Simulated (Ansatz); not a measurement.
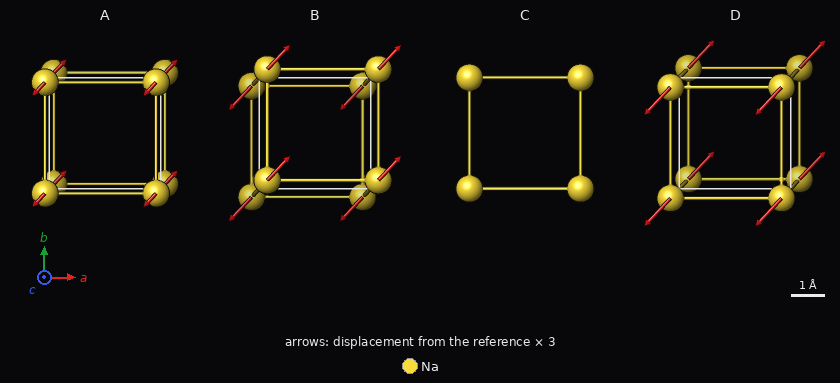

Solid Na (Pm-3m): a normal mode of wave vector (0, 0, 1/2) of the primitive cell, folded into a doubled cell, (one arbitrary combination within a set of 2 degenerate modes) is frozen in with the cell fixed, the amplitude being the largest displacement of an atom. The picture is a ball-and-stick view of the cell of the calculation, seen along the c axis. Red arrows: displacements from the reference.

These are results of DFT PBEsol, scalar-relativistic, plane waves, PAW (Ansatz), not measurements. (plane-wave cutoff 420 eV; k-point mesh 18 × 18 × 10; occupations gaussian; smearing width 0.15 eV; no spin polarisation). Energies (free energies at the smearing named) are counted from the relaxed crystal.

**Order these geometries by energy, lowest first.**

Lowest first: D (the amplitude −0.40 Å, −37.4 meV/cell), B (the amplitude 0.35 Å, −29.5 meV/cell), A (the amplitude −0.20 Å, −10.3 meV/cell), C (the amplitude 0.00 Å, 0.0 meV/cell). Over the whole scan: the harmonic wavenumber of the mode is 56i cm⁻¹, so the reference is unstable against it. The lowest computed point lies at the amplitude −0.40 Å and 0.40 Å (by symmetry) (−37.4 meV/cell). A local maximum lies at 0.00 Å (0.0 meV/cell). The energy is still falling at the end of the range, so the minimum along this coordinate lies there or beyond. The reference isn't the lowest point: the distortion gains at least 37.4 meV/cell.
